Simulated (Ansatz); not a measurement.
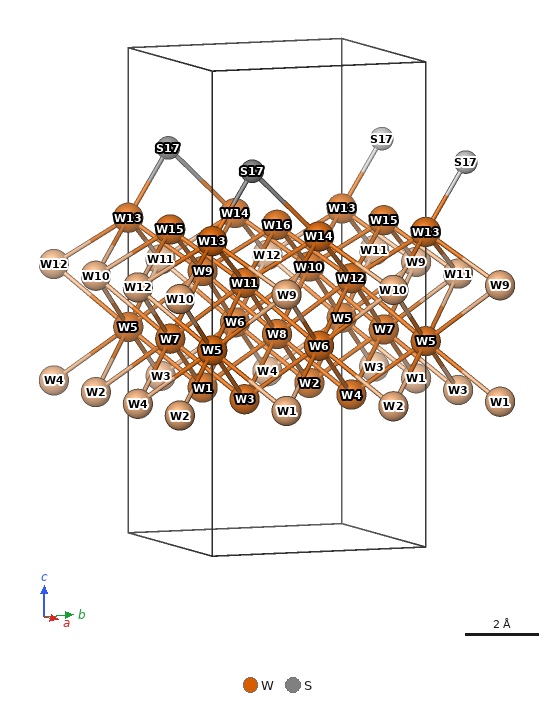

Figure 1. The input geometry (ball-and-stick view of the cell of the calculation, with the vacuum cut short, seen slightly off an axis; neighbours outside the cell are drawn fainter; atoms are numbered from 1 in the order of the input). An atom can appear more than once, as a periodic image. Near neighbours in the periodic cell (some may lie outside the picture): W has 4 W at 2.65 to 2.76 Å; W has 8 W at 2.65 to 2.80 Å; W has 1 S at 2.24 to 2.75 Å and 4 W at 2.65 Å; S has 2 W at 2.24 to 2.75 Å.

Run report: W₁₆S, geometry relaxation (part 1 of 2)

- system: W₁₆S (slab, 17 atoms in the cell)
- method: DFT PBE, scalar-relativistic, plane waves, PAW, PAW set soft_1, no spin polarisation (Ansatz 0.2.0)

The structure derives from an entry of the Crystallography Open Database. The input holds or restrains some coordinates. Forces given for the steps count only the free coordinates. Figures and captions count atoms from 1; the log counts them from 0 in places.

**Input**
```yaml
crystal:
  lattice:
    - [6.367398338, 0.0, 0.0]
    - [0.0, 6.367398338, 0.0]
    - [0.0, 0.0, 20.1425775803]
  atoms:
    - { symbol: W, position: [0.25, 0.25, 0.1985843164] }
    - { symbol: W, position: [0.25, 0.75, 0.1985843164] }
    - { symbol: W, position: [0.75, 0.25, 0.1985843164] }
    - { symbol: W, position: [0.75, 0.75, 0.1985843164] }
    - { symbol: W, position: [0.0, 0.0, 0.2776134068] }
    - { symbol: W, position: [0.0, 0.5, 0.2776134068] }
    - { symbol: W, position: [0.5, 0.0, 0.2776134068] }
    - { symbol: W, position: [0.5, 0.5, 0.2776134068] }
    - { symbol: W, position: [0.25, 0.25, 0.3599451808] }
    - { symbol: W, position: [0.25, 0.75, 0.3599451808] }
    - { symbol: W, position: [0.75, 0.25, 0.3599451808] }
    - { symbol: W, position: [0.75, 0.75, 0.3599451808] }
    - { symbol: W, position: [0.0, 0.0, 0.4290700903] }
    - { symbol: W, position: [0.0, 0.5, 0.4290700903] }
    - { symbol: W, position: [0.5, 0.0, 0.4290700903] }
    - { symbol: W, position: [0.5, 0.5, 0.4290700903] }
    - { symbol: S, position: [0.0, 0.1875, 0.5234541954] }
basis:
  ecutwfc: 420
kpoints:
  mp_grid: { grid: [4, 4, 1] }
hamiltonian:
  xc: pbe
  pseudopotentials: { kind: paw, azcp: { folder: soft_1 } }
scf:
  occupations: { method: gaussian, width: 0.1 }
output:
  forces: true
  eigenvalues: true
  write_density: true
  write_potential: true
  elf: true
  volumetric_format: npy
relax:
  adjacent_minimum: "off"
  f_tol: 0.025
  max_steps: 16
  constraints:
    - { sites: [0, 1, 2, 3, 4, 5, 6, 7, 8, 9, 10, 11, 12, 13, 14, 15] }
    - { sites: [16], fix: xy }
efield:
  axis: 3
  dipole_correction: true
  ramp_width: 0.04
```

Run on 4 threads of Intel Xeon @ 2.50GHz (Skylake/Cascade Lake), 32 GiB of memory available, shared host.

Launch command:
```bash
ansatz run input.yaml --threads 4 --pin off --max-ram 12288MiB --backend cpu --events-out ev --progress --plain --runs-dir out
```

**Output**
```
Engine: ansatz 0.2.0, x86_64-unknown-linux-gnu
Pseudopotentials: kind: paw
Pseudopotential: W, paw, valence charge 14, recommended cutoff 420 eV (normal), [file]
Pseudopotential: S, paw, valence charge 6, recommended cutoff 420 eV (normal), [file]
Functional definition: PBE
  parameter kappa = 0.804
  parameter beta = 0.06672455060314922
  exchange = pbe_x(kappa = kappa, mu = beta*pi^2/3)
  correlation = pbe_c(beta = beta)
Crystal: 17 atoms, lattice volume = 816.656 Å³
Basis set: ecut = 420 eV, 15975 PW (Γ), exchange–correlation on 90×90×270 points (8 copies of the dense FFT grid, shifted against one another)
Bands: 138, of which v1, the nominal top of the filled ones, is band 115 counted from 1 (114 counted from 0)
Symmetry: 2 space group operations
Space group: Pm (ITA 6), of the structure as read, at distance tolerance 9.3e-5 Å
k-points: 9 of 16 (time reversal used)
Non-local potential: W, projectors of the file, l = 0: 3, l = 1: 2, l = 2: 2, l = 3: 1
Non-local potential: S, projectors of the file, l = 0: 2, l = 1: 2, l = 2: 1
PAW form: soft (Blöchl's): semilocal exchange-correlation on the pseudo side does not see the compensation charge
PAW one-centre angular grid: W, 590 points (default); XC on 64 Gauss nodes
PAW one-centre angular grid: S, 110 points (default); XC on 64 Gauss nodes
Initial density: superposition of atomic densities (neutral atoms: chi_scale 0, normalization atom)
Initial wavefunctions: pseudopotential atomic-orbital guess
Functional: x = pbe(κ = 0.804, μ = 0.2195149727645171), c = pbe(β = 0.06672455060314922)
SCF iter   1: F=—  HF=-167070.819297 eV  |F-HF|=—  |Δ(HF+E_count)|=         —  Δρ=4.73e-2  dr2=1.15e2  ethr=3.10e-3  p=0.000 e·Å  D=4.53e-7 V/Å  ΔV_dip=-0.00 eV  dr2_dipole=8.81e0  V_vac-E_F(+/−)=6.82/6.82 eV  ⟨swp⟩=9.1  Hψ=6107  notcnv=0
efield: sawtooth ramp at fractional position 0.8410 (placed from the atoms, in the widest stretch of the axis that holds none; the zero of the levels goes with the place), width 0.0400; the density the first Hamiltonian is built on has a dipole p = 0.000 e·Å; the dipole correction subtracts the counter field D = 4.53e-7 V/Å, which shifts the + side's vacuum level by -0.00 eV against the − side's; the planar-averaged density in the ramp window peaks in size at 4.9e-7 e/Å³
preconditioner: auto → LDOS  [metal: Δε(μ)=0.037 eV  Ē_g=4.907 eV  σ=0.100 eV  W_gap=0.21  n_scr=146 (ndim 8)  ℏωp=13.1 eV  f_vac=0.548  D(μ)=15.96/eV (n_scr^D=92)  β→1.0]
SCF iter   2: F=—  HF=-167064.328598 eV  |F-HF|=—  |Δ(HF+E_count)|=    6.49e0  Δρ=3.81e-2  dr2=7.50e1  ethr=3.10e-3  p=-0.208 e·Å  D=-4.61e-2 V/Å  ΔV_dip=0.93 eV  dr2_dipole=5.54e-1  V_vac-E_F(+/−)=3.85/2.92 eV  ⟨swp⟩=4.8  Hψ=3102  notcnv=0  defer=127
SCF iter   3: F=—  HF=-167058.300844 eV  |F-HF|=—  |Δ(HF+E_count)|=    6.03e0  Δρ=7.45e-3  dr2=3.43e0  ethr=3.10e-3  p=-0.105 e·Å  D=-2.33e-2 V/Å  ΔV_dip=0.47 eV  dr2_dipole=8.65e-4  V_vac-E_F(+/−)=5.23/4.76 eV  ⟨swp⟩=4.0  Hψ=2728  notcnv=0  defer=105
SCF iter   4: F=—  HF=-167057.987605 eV  |F-HF|=—  |Δ(HF+E_count)|=   3.13e-1  Δρ=2.13e-3  dr2=1.52e-1  ethr=1.49e-3  p=-0.129 e·Å  D=-2.85e-2 V/Å  ΔV_dip=0.57 eV  dr2_dipole=5.05e-3  V_vac-E_F(+/−)=4.91/4.33 eV  ⟨swp⟩=2.8  Hψ=1610  notcnv=0  defer=117
SCF iter   5: F=—  HF=-167057.971539 eV  |F-HF|=—  |Δ(HF+E_count)|=   1.61e-2  Δρ=9.91e-4  dr2=2.19e-2  ethr=6.62e-5  p=-0.126 e·Å  D=-2.79e-2 V/Å  ΔV_dip=0.56 eV  dr2_dipole=5.02e-5  V_vac-E_F(+/−)=4.76/4.20 eV  ⟨swp⟩=3.3  Hψ=2420  notcnv=0  defer=117
SCF iter   6: F=—  HF=-167057.969666 eV  |F-HF|=—  |Δ(HF+E_count)|=   1.87e-3  Δρ=3.44e-4  dr2=3.66e-3  ethr=9.51e-6  p=-0.125 e·Å  D=-2.77e-2 V/Å  ΔV_dip=0.56 eV  dr2_dipole=5.26e-4  V_vac-E_F(+/−)=4.73/4.17 eV  ⟨swp⟩=2.1  Hψ=1783  notcnv=0  defer=117
SCF iter   7: F=—  HF=-167057.969578 eV  |F-HF|=—  |Δ(HF+E_count)|=   8.83e-5  Δρ=1.65e-4  dr2=8.17e-4  ethr=1.59e-6  p=-0.125 e·Å  D=-2.77e-2 V/Å  ΔV_dip=0.56 eV  dr2_dipole=4.76e-5  V_vac-E_F(+/−)=4.72/4.16 eV  ⟨swp⟩=2.2  Hψ=1816  notcnv=0  defer=117
SCF iter   8: F=—  HF=-167057.969643 eV  |F-HF|=—  |Δ(HF+E_count)|=   6.50e-5  Δρ=6.36e-5  dr2=7.61e-5  ethr=3.55e-7  p=-0.124 e·Å  D=-2.74e-2 V/Å  ΔV_dip=0.55 eV  dr2_dipole=8.96e-7  V_vac-E_F(+/−)=4.71/4.16 eV  ⟨swp⟩=2.1  Hψ=1625  notcnv=0  defer=117
SCF iter   9: F=-167057.969632 eV  HF=-167057.969639 eV  |F-HF|=6.81e-6  |Δ(HF+E_count)|=   4.18e-6  Δρ=2.39e-5  dr2=1.26e-5  ethr=6.79e-9  p=-0.124 e·Å  D=-2.74e-2 V/Å  ΔV_dip=0.55 eV  dr2_dipole=1.09e-6  V_vac-E_F(+/−)=4.71/4.16 eV  ⟨swp⟩=27.3  Hψ=15517  notcnv=0
SCF 1 converged in 9 iterations: F = -167057.969632 eV  dr2 = 1.26e-5
  greatest PAW one-centre occupation: 0.999 electrons in one spin orbital (limit 2), on the W atom at site 10 (counted from 0), in its partial waves of l = 0
relax step   1: F+E_penalty+E_count = -167057.96963208 eV  Δ(F+E_penalty+E_count) = +0.000e0 eV  max|allowed force component| = 1.191e-1 eV/Å  Δτ_max = 0.0000 Å  (9 SCF iters, dr2 threshold 1.56e-5 eV, accepted)
Initial density: handed on by an earlier stage of this run
Initial wavefunctions: those handed on with the density
iter 1 solved again at ethr=3.89e-7 eV; its pass at ethr=3.10e-3 eV (dr2=8.95e-4 eV) is discarded
SCF iter   1: F=—  HF=-167057.970442 eV  |F-HF|=—  |Δ(HF+E_count)|=         —  Δρ=2.04e-4  dr2=9.06e-4  ethr=3.89e-7  p=-0.124 e·Å  D=-2.74e-2 V/Å  ΔV_dip=0.55 eV  dr2_dipole=1.01e-4  V_vac-E_F(+/−)=4.71/4.16 eV  ⟨swp⟩=2.7  Hψ=3436  notcnv=0
efield: sawtooth ramp at fractional position 0.8410 (handed on by an earlier solve), width 0.0400; the density the first Hamiltonian is built on has a dipole p = -0.124 e·Å; the dipole correction subtracts the counter field D = -2.74e-2 V/Å, which shifts the + side's vacuum level by +0.55 eV against the − side's; the planar-averaged density in the ramp window peaks in size at 6.5e-6 e/Å³
preconditioner: auto → LDOS  [metal: Δε(μ)=0.003 eV  Ē_g=4.274 eV  σ=0.100 eV  W_gap=0.01  n_scr=146 (ndim 8)  ℏωp=13.1 eV  f_vac=0.556  D(μ)=25.65/eV (n_scr^D=194)  β→1.0]
SCF iter   2: F=—  HF=-167057.970318 eV  |F-HF|=—  |Δ(HF+E_count)|=   1.25e-4  Δρ=9.70e-5  dr2=1.83e-4  ethr=3.89e-7  p=-0.121 e·Å  D=-2.67e-2 V/Å  ΔV_dip=0.54 eV  dr2_dipole=9.62e-6  V_vac-E_F(+/−)=4.69/4.16 eV  ⟨swp⟩=2.8  Hψ=1718  notcnv=0
SCF iter   3: F=—  HF=-167057.970127 eV  |F-HF|=—  |Δ(HF+E_count)|=   1.91e-4  Δρ=4.49e-5  dr2=4.63e-5  ethr=7.97e-8  p=-0.121 e·Å  D=-2.68e-2 V/Å  ΔV_dip=0.54 eV  dr2_dipole=2.92e-9  V_vac-E_F(+/−)=4.70/4.16 eV  ⟨swp⟩=3.0  Hψ=2342  notcnv=0
SCF iter   4: F=—  HF=-167057.970120 eV  |F-HF|=—  |Δ(HF+E_count)|=   7.12e-6  Δρ=1.48e-5  dr2=6.87e-6  ethr=2.01e-8  p=-0.120 e·Å  D=-2.67e-2 V/Å  ΔV_dip=0.54 eV  dr2_dipole=1.02e-7  V_vac-E_F(+/−)=4.69/4.16 eV  ⟨swp⟩=2.3  Hψ=1825  notcnv=0
SCF iter   5: F=—  HF=-167057.970119 eV  |F-HF|=—  |Δ(HF+E_count)|=   4.37e-7  Δρ=7.14e-6  dr2=2.06e-6  ethr=2.99e-9  p=-0.120 e·Å  D=-2.66e-2 V/Å  ΔV_dip=0.54 eV  dr2_dipole=9.01e-8  V_vac-E_F(+/−)=4.69/4.16 eV  ⟨swp⟩=2.7  Hψ=1608  notcnv=0
SCF iter   6: F=-167057.970119 eV  HF=-167057.970119 eV  |F-HF|=3.10e-7  |Δ(HF+E_count)|=   6.05e-9  Δρ=2.66e-6  dr2=3.32e-7  ethr=3.86e-10  p=-0.120 e·Å  D=-2.66e-2 V/Å  ΔV_dip=0.54 eV  dr2_dipole=5.29e-8  V_vac-E_F(+/−)=4.69/4.16 eV  ⟨swp⟩=17.8  Hψ=10960  notcnv=0
SCF 2 converged in 6 iterations: F = -167057.970119 eV  dr2 = 3.32e-7
relax step   2: F+E_penalty+E_count = -167057.97011891 eV  Δ(F+E_penalty+E_count) = -4.868e-4 eV  max|allowed force component| = 1.770e-2 eV/Å  Δτ_max = 0.0095 Å  (6 SCF iters, dr2 threshold 8.87e-7 eV, accepted)
iter 1 solved again at ethr=1.44e-10 eV; its pass at ethr=3.10e-3 eV (dr2=3.32e-7 eV) is discarded
SCF iter   1: F=—  HF=-167057.970141 eV  |F-HF|=—  |Δ(HF+E_count)|=         —  Δρ=2.67e-6  dr2=3.31e-7  ethr=1.44e-10  p=-0.120 e·Å  D=-2.66e-2 V/Å  ΔV_dip=0.54 eV  dr2_dipole=5.25e-8  V_vac-E_F(+/−)=4.69/4.16 eV  ⟨swp⟩=1.0  Hψ=2934  notcnv=0
efield: sawtooth ramp at fractional position 0.8410 (handed on by an earlier solve), width 0.0400; the density the first Hamiltonian is built on has a dipole p = -0.120 e·Å; the dipole correction subtracts the counter field D = -2.66e-2 V/Å, which shifts the + side's vacuum level by +0.54 eV against the − side's; the planar-averaged density in the ramp window peaks in size at 6.4e-6 e/Å³
preconditioner: auto → LDOS  [metal: Δε(μ)=0.002 eV  Ē_g=4.274 eV  σ=0.100 eV  W_gap=0.01  n_scr=146 (ndim 8)  ℏωp=13.1 eV  f_vac=0.556  D(μ)=25.71/eV (n_scr^D=194)  β→1.0]
SCF iter   2: F=-167057.970119 eV  HF=-167057.970119 eV  |F-HF|=5.17e-8  |Δ(HF+E_count)|=   2.15e-5  Δρ=1.73e-6  dr2=7.60e-8  ethr=4.35e-11  p=-0.120 e·Å  D=-2.66e-2 V/Å  ΔV_dip=0.54 eV  dr2_dipole=8.61e-10  V_vac-E_F(+/−)=4.69/4.16 eV  ⟨swp⟩=9.3  Hψ=9311  notcnv=0
SCF 3 converged in 2 iterations: F = -167057.970119 eV  dr2 = 7.60e-8
relax step   3: F+E_penalty+E_count = -167057.97011920 eV  Δ(F+E_penalty+E_count) = -2.838e-7 eV  max|allowed force component| = 1.800e-2 eV/Å  Δτ_max = 0.0000 Å  (2 SCF iters, accepted)
```

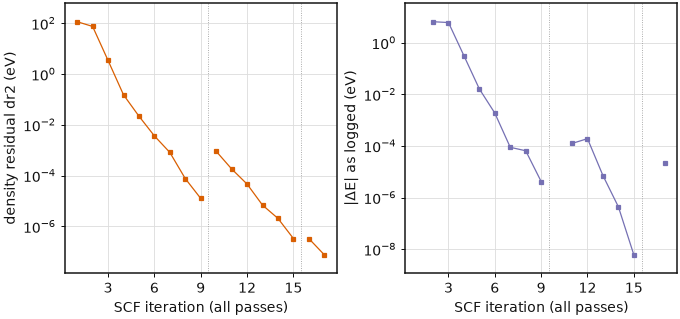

Figure 2. Convergence of the self-consistent field: density residual dr2 and size of the energy change against the SCF iteration. The dotted lines part the SCF passes of the relaxation: geometry steps, rejected trials and re-solves on a re-selected basis. The passes take 9, 6 and 2 iterations.

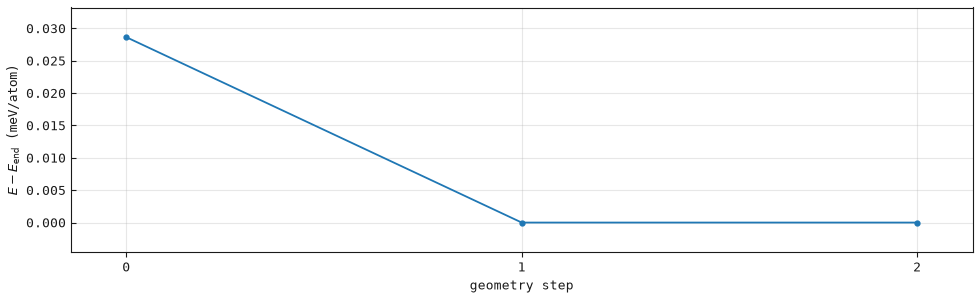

Figure 3. Progress of the restrained relaxation, step by step (the first geometry is step 0 here and step 1 in the log). The energy falls by next to nothing (0.0 meV per atom) in 2 geometry steps. Largest force component: 0.12 eV/Å at the start, 0.018 eV/Å at the end. S17 moves most: 0.009 Å. W stays in place. The cell doesn't change. Among the contacts that change: W13–S17 2.245 → 2.237 Å, W14–S17 2.752 → 2.746 Å. (Atoms are counted from 1 in the order of the input.)

```
WARN: The output density's exchange-correlation potential varies sharply where the density is thin. Do not read a vacuum level from v_tot or v_xc, or from such a field of the output density. On a cell that repeats whose density bears no net charge and no dipole along the vacuum's axis use v_es (v_loc + v_h of the components); under efield.dipole_correction with no amplitude use v_es + v_field, which holds any external_charges[].barrier, or the levels of the report's work_function block, which leave it out; under a non-zero efield.amplitude the vacuum is tilted and has no level; on a cell that repeats and bears such a dipole with no correction it is tilted too, and efield.dipole_correction with no amplitude gives each side of its ramp a level where efield: is served; in a cell that repeats whose density bears a net charge (total_charge, or a fill off its count) it is curved and has none; of a slab under crystal.periodic whose density bears no net charge use v_es, which has a level on each side, short of where the two are joined; of another it falls or rises all the way out and has none; of a slab beside external_charges read slab_vacuum_level instead, which it has where they leave it neutral. The grid or the basis barely resolves most such structure, and the values can differ between equally converged runs; as a rule a tighter scf.convergence.dr2_threshold does not remove it. Where the density itself ripples (under the LDA too) a higher basis.ecutwfc lessens it. The files hold the spikes' plane waves up to the density's cutoff. Files: v_tot_of_output_density and the like, and their columns of v_z.tsv (output.write_potential); v_xc_of_output_density and the like, and their columns of v_comp_z.tsv (output.write_potential_components). Measured: with its Gaussian average of σ = 0.25 Å subtracted twice, the exchange-correlation potential is over 0.1 eV at 115 of the grid points where the equally averaged density (valence and model cores) is under 1e-3 e/Å³, and 0.264 eV at the most among them, at an averaged density of 4.4e-8 e/Å³. The input density's (outcome.potential() and, of a run that writes arrays, v_tot and v_xc) is over 0.1 eV, so measured, at 7 points of its own thin density, 0.113 eV at the most. See output.write_potential in the manual, Limitations
SCF converged after 2 iterations
Free energy (F): -167057.970119 eV
Harris-Foulkes:  -167057.970119 eV  (|F-HF|=5.17e-8)
Internal energy: -167057.841584 eV  (E = F + TS)
E sigma→0 (E₀):  -167057.905851 eV
Entropy (-TS):   -0.128536 eV (-7.561 meV/atom)
Fermi energy:    4.210733 eV
Dipole field:    D = -0.026619 V/Å  (p = -0.120137 e·Å, saw-weighted, corrected)
Work function:   Φ+ = 4.6918 eV   Φ− = 4.1556 eV
Levels:          The Fermi level and band energies are counted from a zero that moves with the ramp; work functions are not
--- Per-component energies (eV) ---
  E_band       = -5324.640534
  E_kinetic    = 6816.448161
  E_local      = -191488.823537  (includes V_loc(G=0)·N_el)
  E_nonlocal   = -362.288696
  E_hartree    = 93034.294676
  E_xc         = -4343.592945
  E_vxc        = -3745.974636  (∫ρ·V_xc dr)
  E_paw        = -137852.911741  (= ΣΔE_a)
  E_vpaw       = -2607.732469  (= ΣTr[D̂ρ^β])
  E_aug_tail   = 0.002407  (compensation charges beyond the density's cutoff)
  E_efield     = 0.001599  (sawtooth field / dipole correction)
  E_vefield    = -4.846371  (∫n·V_field dr)
  E_ewald      = 67139.028490
  E_smearing   = -0.128536  (= −TS)
  E_closure    = 0.000000  (closes the sum)
  Σ components = -167057.970119   (vs F -167057.970119, Δ=0.00e0)
--- Forces (eV/Å), atoms counted from 1 ---
  atom   1  W      0.01342550     0.00503986     2.13424856
  atom   2  W      0.06422200    -0.02496419     2.10692426
  atom   3  W     -0.01342550     0.00503986     2.13424856
  atom   4  W     -0.06422200    -0.02496419     2.10692426
  atom   5  W      0.00000000    -0.01915663    -2.16990913
  atom   6  W      0.00000000     0.01674705    -2.04550086
  atom   7  W      0.00000000    -0.02078203    -2.10472755
  atom   8  W      0.00000000     0.05974265    -2.35463443
  atom   9  W      0.53266356     0.25362221    -0.69982310
  atom  10  W      0.80736292    -0.37873672    -0.31782907
  atom  11  W     -0.53266356     0.25362221    -0.69982310
  atom  12  W     -0.80736292    -0.37873672    -0.31782907
  atom  13  W      0.00000000     0.04409734     1.37799085
  atom  14  W      0.00000000    -0.62372238     1.33461531
  atom  15  W      0.00000000    -0.05975013    -0.26581037
  atom  16  W      0.00000000    -0.06816249    -0.23694436
  atom  17  S      0.00000000     0.96109357     0.01800095
  max |Σ_I F_I| component: 1.22e-4 eV/Å
--- Band table (eV; the first three rows and the last of 9) ---
```
